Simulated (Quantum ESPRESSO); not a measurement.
# Band-structure run, with input and output: CdS (part 2 of 2)

The same run, continued: CdS (F-43m, 2 atoms in the cell); Kohn-Sham DFT of a periodic cell, EV93, SSSP 1.3 efficiency PBE, no spin polarisation (Quantum ESPRESSO 7.5); cutoff 816.34 eV, 8×8×8 k-mesh, fermi-dirac of 0.025 eV. The structure derives from an entry of the Crystallography Open Database.

Geometry of the input (Å; fractional positions):
```
0.0000  2.9165  2.9165
2.9165  0.0000  2.9165
2.9165  2.9165  0.0000
Cd 0.0000  0.0000  0.0000
S  0.7500  0.7500  0.7500
```

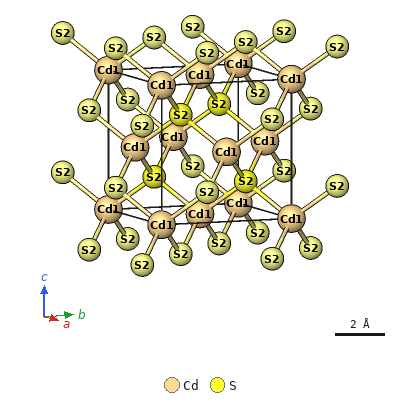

The structure as given in the input (ball-and-stick view of the cell 4 times as large as that of the calculation, set on its symmetry axes, seen slightly off an axis; neighbours outside the cell are drawn fainter; atoms are numbered from 1 in the order of the input).

**What the program printed, continued**
```
     iteration #  5     ecut=    60.00 Ry     beta= 0.50
     Davidson diagonalization with overlap
     ethr =  8.04E-07,  avg # of iterations =  4.4

     total energy              =    -147.87842414 Ry
     estimated scf accuracy    <       0.00005899 Ry

     iteration #  6     ecut=    60.00 Ry     beta= 0.50
     Davidson diagonalization with overlap
     ethr =  3.28E-07,  avg # of iterations =  2.1

     total energy              =    -147.87844235 Ry
     estimated scf accuracy    <       0.00002287 Ry

     iteration #  7     ecut=    60.00 Ry     beta= 0.50
     Davidson diagonalization with overlap
     ethr =  1.27E-07,  avg # of iterations =  2.0

     total energy              =    -147.87845224 Ry
     estimated scf accuracy    <       0.00000504 Ry

     iteration #  8     ecut=    60.00 Ry     beta= 0.50
     Davidson diagonalization with overlap
     ethr =  2.80E-08,  avg # of iterations =  2.2

     total energy              =    -147.87845330 Ry
     estimated scf accuracy    <       0.00000026 Ry

     iteration #  9     ecut=    60.00 Ry     beta= 0.50
     Davidson diagonalization with overlap
     ethr =  1.46E-09,  avg # of iterations =  4.3

     total energy              =    -147.87845353 Ry
     estimated scf accuracy    <       0.00000004 Ry

     iteration # 10     ecut=    60.00 Ry     beta= 0.50
     Davidson diagonalization with overlap
     ethr =  2.01E-10,  avg # of iterations =  2.3

     total energy              =    -147.87845355 Ry
     estimated scf accuracy    <          3.1E-09 Ry

     iteration # 11     ecut=    60.00 Ry     beta= 0.50
     Davidson diagonalization with overlap
     ethr =  1.72E-11,  avg # of iterations =  4.0

     total energy              =    -147.87845356 Ry
     estimated scf accuracy    <          1.1E-09 Ry

     iteration # 12     ecut=    60.00 Ry     beta= 0.50
     Davidson diagonalization with overlap
     ethr =  5.96E-12,  avg # of iterations =  2.0

     total energy              =    -147.87845355 Ry
     estimated scf accuracy    <          9.9E-10 Ry

     iteration # 13     ecut=    60.00 Ry     beta= 0.50
     Davidson diagonalization with overlap
     ethr =  5.49E-12,  avg # of iterations =  2.0

     End of self-consistent calculation

          k = 0.0000 0.0000 0.0000 (  2685 PWs)   bands (ev):

    -6.3626  -1.8277  -1.8277  -1.8277  -1.3747  -1.3747   5.8440   5.8440
     5.8440   7.7959  12.9256  12.9256  12.9256  17.5457  18.5546

          k = 0.0884 0.0884-0.0884 (  2667 PWs)   bands (ev):

    -6.3081  -1.8063  -1.8063  -1.7674  -1.3752  -1.3752   4.9975   5.7327
     5.7327   8.4763  12.7500  13.1111  13.1111  17.1365  17.1365

          k = 0.1768 0.1768-0.1768 (  2632 PWs)   bands (ev):

    -6.1766  -1.7596  -1.7596  -1.5643  -1.3691  -1.3691   3.6051   5.4788
     5.4788   9.2508  12.8672  13.4096  13.4096  16.9630  16.9630

          k = 0.2652 0.2652-0.2652 (  2611 PWs)   bands (ev):

    -6.0465  -1.7229  -1.7229  -1.3499  -1.3499  -1.2196   2.3673   5.2411
     5.2411   9.4887  13.4553  13.4553  13.6881  17.7166  18.0575

          k =-0.3536-0.3536 0.3536 (  2608 PWs)   bands (ev):

    -5.9933  -1.7114  -1.7114  -1.3373  -1.3373  -0.9890   1.8091   5.1462
     5.1462   9.5021  13.4142  13.4142  14.2470  18.1120  18.5479

          k = 0.1768 0.0000 0.0000 (  2657 PWs)   bands (ev):

    -6.2900  -1.7852  -1.7852  -1.7756  -1.3879  -1.3630   5.0099   5.5509
     5.5509   8.7278  12.3451  13.3625  13.3625  16.3715  17.6242

          k = 0.2652 0.0884-0.0884 (  2631 PWs)   bands (ev):

    -6.1846  -1.7541  -1.7348  -1.6303  -1.3875  -1.3510   3.9698   5.2573
     5.3230   9.4973  12.1249  13.6449  13.7910  16.0056  17.5757

          k = 0.3536 0.1768-0.1768 (  2630 PWs)   bands (ev):

    -6.0547  -1.7173  -1.6926  -1.4301  -1.3364  -1.2658   2.7585   5.0072
     5.0279   9.9276  12.5699  13.6853  13.9202  16.7590  18.0607

          k =-0.2652-0.4419 0.4419 (  2618 PWs)   bands (ev):

    -5.9769  -1.6976  -1.6792  -1.3719  -1.3343  -0.9784   1.9654   4.7346
     4.9811  10.0002  12.8608  13.7818  14.2534  17.7281  18.5615

          k =-0.1768-0.3536 0.3536 (  2623 PWs)   bands (ev):

    -5.9944  -1.6957  -1.6925  -1.3580  -1.3571  -1.0532   2.1480   4.6479
     5.1398  10.0008  13.0252  13.6678  13.9784  17.4824  18.5019

          k =-0.0884-0.2652 0.2652 (  2630 PWs)   bands (ev):

    -6.0977  -1.7319  -1.7144  -1.4480  -1.3837  -1.3148   3.1342   4.8134
     5.4240   9.8306  12.8819  13.3964  13.5524  16.4979  17.9243

          k = 0.0000-0.1768 0.1768 (  2635 PWs)   bands (ev):

    -6.2280  -1.7821  -1.7585  -1.6723  -1.3866  -1.3593   4.2717   5.2435
     5.6762   9.1692  12.5493  13.2660  13.4614  16.4657  17.2712

          k = 0.3536 0.0000 0.0000 (  2650 PWs)   bands (ev):

    -6.1163  -1.6746  -1.6746  -1.6338  -1.3771  -1.3344   3.7580   4.9141
     4.9141  10.0245  11.3705  14.4924  14.4924  15.1673  17.8346

          k = 0.4419 0.0884-0.0884 (  2618 PWs)   bands (ev):

    -6.0132  -1.6543  -1.6200  -1.5239  -1.3209  -1.2361   2.9768   4.5358
     4.6523  10.4748  11.3375  14.2854  14.9223  16.1450  18.1720

          k =-0.1768-0.5303 0.5303 (  2626 PWs)   bands (ev):

    -5.9368  -1.6531  -1.6005  -1.4472  -1.3243  -0.9532   2.2734   4.0862
     4.6061  10.6403  11.9697  14.3128  14.7700  17.0729  18.5947

          k =-0.0884-0.4419 0.4419 (  2621 PWs)   bands (ev):

    -5.9299  -1.6596  -1.6186  -1.3945  -1.3539  -0.8766   2.1614   3.8236
     4.7986  10.7320  12.4228  14.3728  14.4214  17.0944  17.5917

          k = 0.0000-0.3536 0.3536 (  2642 PWs)   bands (ev):

    -5.9956  -1.6755  -1.6708  -1.3861  -1.3815  -1.1062   2.6317   4.0327
     5.1335  10.5644  12.8138  13.3946  14.0066  16.6487  18.7818

          k = 0.5303 0.0000 0.0000 (  2630 PWs)   bands (ev):

    -5.9468  -1.5885  -1.5508  -1.5508  -1.3058  -1.1287   2.6679   4.3410
     4.3410  10.5377  10.7288  15.3812  16.0220  16.0220  18.0838

          k =-0.0884-0.6187 0.6187 (  2622 PWs)   bands (ev):

    -5.8959  -1.6042  -1.5240  -1.4985  -1.3060  -0.9263   2.2885   3.9742
     4.2554  10.6144  11.0080  15.3451  16.1259  16.9146  18.5571

          k = 0.0000-0.5303 0.5303 (  2616 PWs)   bands (ev):

    -5.8894  -1.6265  -1.5488  -1.4477  -1.3312  -0.8033   2.1935   3.5790
     4.4382  10.7742  11.8328  15.2797  15.3713  16.1749  18.1343

          k =-0.7071 0.0000 0.0000 (  2586 PWs)   bands (ev):

    -5.8786  -1.6000  -1.4948  -1.4948  -1.2938  -0.9137   2.1724   4.1153
     4.1153  10.3817  10.6768  15.9942  17.1892  17.1892  18.2023

          k = 0.3536 0.1768 0.0000 (  2623 PWs)   bands (ev):

    -6.0804  -1.7074  -1.6818  -1.5061  -1.3589  -1.3084   3.2915   4.6087
     5.1600  10.1898  11.9744  13.5934  14.3254  16.0417  18.0892

          k =-0.2652-0.4419 0.6187 (  2631 PWs)   bands (ev):

    -5.9782  -1.6708  -1.6488  -1.4254  -1.3405  -1.0666   2.4707   4.2109
     4.8798  10.6000  12.3825  13.4128  14.6993  16.7287  18.9606

          k =-0.1768-0.3536 0.5303 (  2620 PWs)   bands (ev):

    -5.9366  -1.6643  -1.6336  -1.3905  -1.3471  -0.8834   2.0576   4.1142
     4.7312  10.6687  12.4847  13.7152  14.9084  16.9573  18.7166

          k =-0.1768-0.5303 0.7071 (  2648 PWs)   bands (ev):

    -5.9371  -1.6148  -1.5939  -1.4826  -1.3195  -1.0229   2.5177   4.0877
     4.4087  10.8974  11.3043  14.1378  15.9682  16.2925  18.8863

          k =-0.0884-0.4419 0.6187 (  2621 PWs)   bands (ev):

    -5.8965  -1.6199  -1.5782  -1.4301  -1.3410  -0.8190   2.2202   3.7363
     4.2936  11.1132  11.9312  14.0378  15.5237  16.6559  18.9213

          k = 0.0000-0.3536 0.5303 (  2627 PWs)   bands (ev):

    -5.9134  -1.6346  -1.6025  -1.4060  -1.3577  -0.8523   2.2736   3.6695
     4.5308  11.1258  12.3393  13.5080  15.4879  16.4437  18.1490

          k =-0.7071 0.1768 0.0000 (  2616 PWs)   bands (ev):

    -5.8794  -1.5980  -1.5425  -1.4624  -1.3167  -0.8311   2.1943   3.9657
     3.9914  11.0206  11.0545  15.4183  15.4447  17.3837  18.9278

          k =-0.7071 0.3536 0.0000 (  2608 PWs)   bands (ev):

    -5.8801  -1.5966  -1.5815  -1.4046  -1.3643  -0.7559   2.2188   3.8237
     3.8698  11.5023  12.1012  13.8246  14.8480  17.5307  19.2092

     the Fermi energy is     6.4233 ev

!    total energy              =    -147.87845356 Ry
     estimated scf accuracy    <          1.9E-11 Ry
     smearing contrib. (-TS)   =      -0.00000000 Ry
     internal energy E=F+TS    =    -147.87845356 Ry

     The total energy is F=E-TS. E is the sum of the following terms:
     one-electron contribution =     -48.58896294 Ry
     hartree contribution      =      39.12429393 Ry
     xc contribution           =     -53.06738423 Ry
     ewald contribution        =     -85.34640031 Ry

     convergence has been achieved in  13 iterations

     Forces acting on atoms (cartesian axes, Ry/au):

     atom    1 type  1   force =     0.00000000   -0.00000000    0.00000000
     atom    2 type  2   force =    -0.00000000    0.00000000   -0.00000000

     Total force =     0.000000     Total SCF correction =     0.000000

     Computing stress (Cartesian axis) and pressure

          total   stress  (Ry/bohr**3)                   (kbar)     P=      175.31
   0.00119173   0.00000000   0.00000000          175.31        0.00        0.00
   0.00000000   0.00119173   0.00000000            0.00      175.31        0.00
   0.00000000   0.00000000   0.00119173            0.00        0.00      175.31

=------------------------------------------------------------------------------=
   JOB DONE.
=------------------------------------------------------------------------------=
```

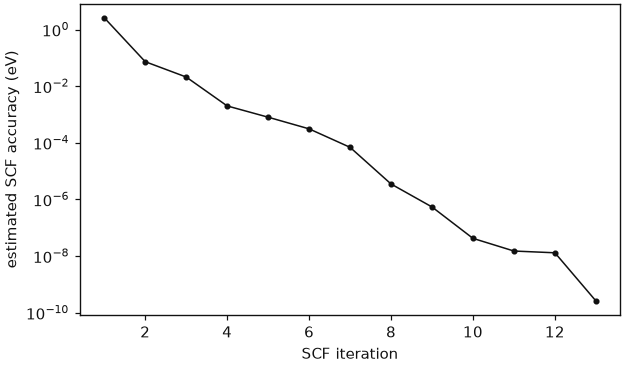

Convergence of the self-consistent field: estimated SCF accuracy against the iteration. The field takes 13 iterations in all.

**Summary**

| quantity | value |
| --- | --- |
| outcome | converged |
| space group (tolerance 0.01 Å) | F-43m (216) |
| electrons treated | 18 |
| free energy | −2011.9889 eV |
| Fermi energy | 6.423 eV |
| gap on the k-point mesh | 1.95 eV |
| gap on the band path | 1.95 eV |
| pressure | 17.53 GPa |
| largest force (length of the vector) | under 0.001 eV/Å |
| wall time | 73 s |
| peak memory | 0.28 GiB |

**Remarks**

The record of the run, not the program, notes: potentials made for another functional. Points of doubt noted for this run: potentials made for another functional. The cell is under a pressure of 17.5 GPa at this level, so it is not at its equilibrium volume.
